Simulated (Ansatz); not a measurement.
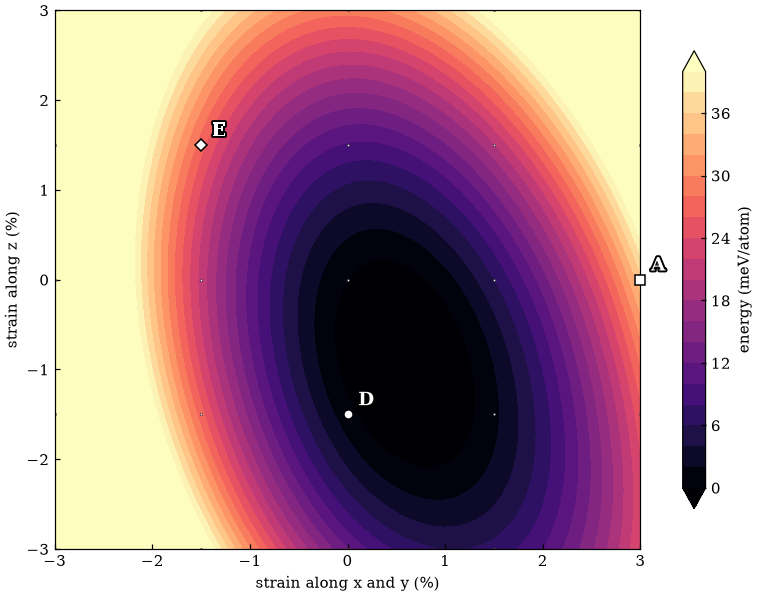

Mo (P6/mmm, No. 191; 1 atom in the cell). The cell is strained homogeneously, by one strain along x and y and another along z, with fractional coordinates fixed (x along [1 0 0], z along [0 0 1] of the conventional cell). Coordinates scanned: (1) strain along x and y; (2) strain along z. Grid: 5 × 5 points. Points are written as (first, second). All energies are given in meV/atom relative to the lowest grid point. The reference cell is the one listed in the database, not relaxed at this level. The calculation used Ansatz, DFT r2SCAN, scalar-relativistic, plane waves, PAW. Settings: cutoff 500 eV, k-mesh 18×18×18, gaussian smearing 0.15 eV, no spin polarisation.

The picture shows filled contours, dots at the grid points, one colour for all values above the top of the scale, lettered points. Between grid points the surface is interpolated.

Rank the lettered points by energy, lowest first.

D (0.7 meV/atom), E (27 meV/atom), A (35 meV/atom).
